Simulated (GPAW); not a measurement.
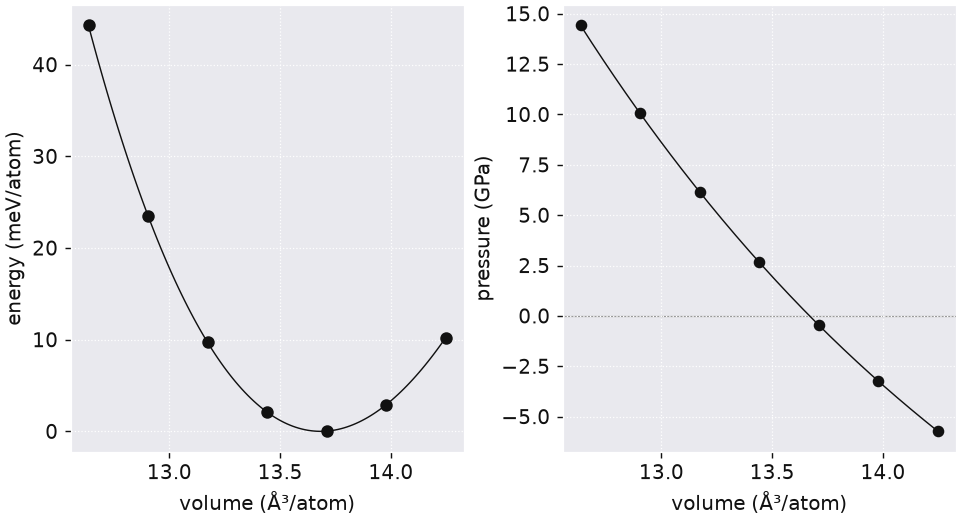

The plot gives the computed energy and pressure against volume for FeS₂, space group Pnnm (No. 58).

The given structure:
```
Fe S
1.0
     4.44000    0.00000    0.00000
     0.00000    5.39000    0.00000
     0.00000    0.00000    3.37000
Fe S
2 4
Cartesian
  2.2200 2.6950 1.6850
  0.0000 0.0000 0.0000
  3.1213 0.6737 1.6850
  3.5387 3.3687 0.0000
  1.3187 4.7162 1.6850
  0.9013 2.0212 0.0000
```

Computed with GPAW 26.7.0: PAW DFT in plane waves, on a grid or in atomic orbitals, collinear spins; energies at scaled volumes of the given cell, shape and fractions fixed, counted from the fit's minimum, third-order Birch-Murnaghan fit. Level: PBE, collinear spin.

- k mesh: 4×4×5
- occupations: Fermi–Dirac
- smearing width: 0.05 eV
- potentials: GPAW PAW data sets (gpaw data 1.2.1)
- wave cutoff: 600 eV
- program settings: basis pw

How stiff is the solid, and where is its volume at rest?

A third-order Birch–Murnaghan fit gives V0 = 13.68 Å³/atom, B0 = 152 GPa and B′ = 4.7.

How does the pressure vary with volume?

It falls from 14.42 GPa at volume 12.64 Å³/atom to −5.73 GPa at 14.25 Å³/atom, and changes sign near 13.67 Å³/atom.

Note: shape and atomic fractions are frozen while scaling, which makes layered, chain and framework solids too stiff.
